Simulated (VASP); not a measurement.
**AlN: density, localisation and related maps**

```
Al N
1.0
     1.88913   -1.88913    0.00000
     1.88913    1.88913    0.00000
     0.00000    0.00000    4.91175
Al N
2 2
Direct
  0.00000 0.00000 0.03461
  0.50000 0.50000 0.53461
  0.00000 0.00000 0.44206
  0.50000 0.50000 0.94206
```

Space group I4mm; a generated structure, not necessarily the stable one; computed pressure about 10 GPa in this cell.

All numbers below come from Kohn-Sham DFT of a periodic cell, PBEsol, VASP PAW PBE potentials, recommended (VASP 6.6.1).

In a PAW calculation such maps are meaningful between the atoms, not at the nuclei.

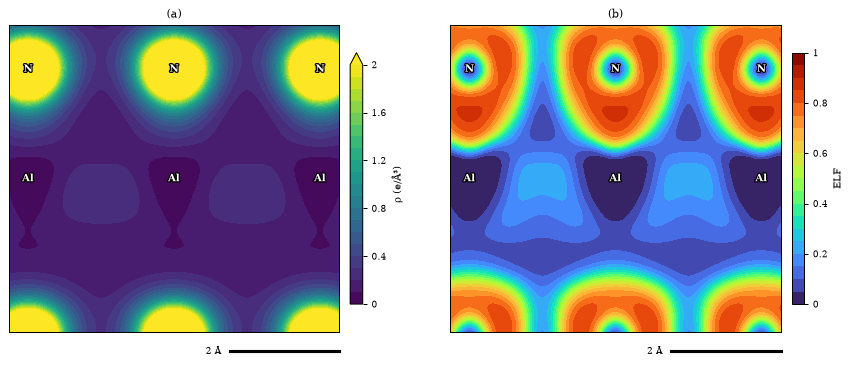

Figure 1. (a) valence pseudo-density; (b) electron localisation function on the (100) plane of the conventional cell.

Q: What does the map show?

A: The plane passes through Al and N nuclei.
Al–N (2.00 Å): ρ is about 0.55 e/Å³ halfway; the ELF peaks at about 0.85 between the atoms.
Between the atoms the lowest density in this plane is 0.1 e/Å³.

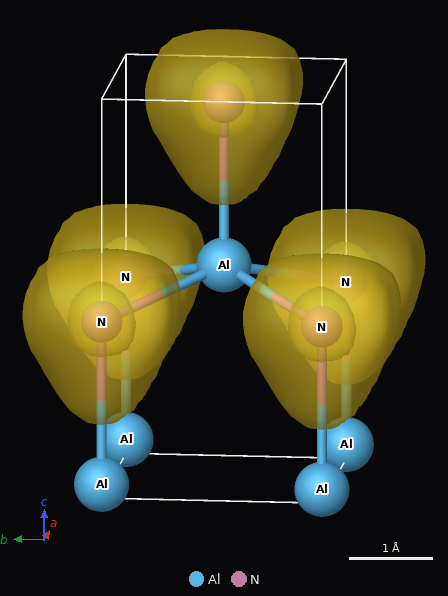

Figure 2. Isosurface of the ELF at 0.7 (yellow), seen at an oblique angle. Core shells and regions of very low density are left out. Sticks mark near contacts.

Q: What do the ELF domains correspond to?

A: The surface consists of two regions on N in which the atom's valence shell and bonds are merged, counted in one cell of 4 atoms. Regions shared between cells count once.


Al–N (1.94 Å): the ELF peaks at about 0.85 in the valence shell of N, 0.7 Å from its nucleus, and is about 0.80 at the midpoint.

Q: Does the calculation give a band gap?

A: It is gapped, with a Kohn–Sham gap of 4.2 eV on the k-point mesh, an upper bound to the gap of this method.
